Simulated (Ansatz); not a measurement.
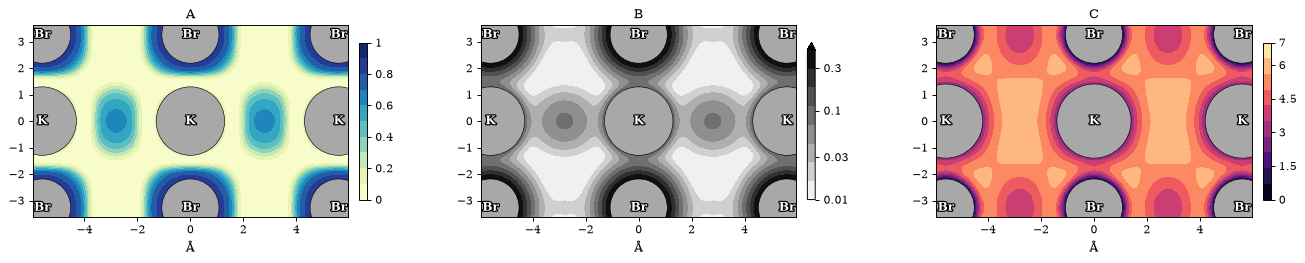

KBr: 3 fields on the (100) plane of the conventional cell, with unlabelled colour scales. Grey discs cover the atomic cores.

Space group P6₃/mmc; started from the wurtzite prototype, which need not be the ambient phase; changed on purpose from its base cell (hydrostatic strain -0.3%).

All numbers below come from DFT, HSE06, plane waves, PAW (Ansatz 0.2.0).

**Which field does each panel show? The fields are: electron localisation function, electrostatic potential energy of an electron and valence pseudo-density.**

Panel A: electron localisation function. Panel B: valence pseudo-density. Panel C: electrostatic potential energy of an electron (low next to the atoms, rising into the space between them).
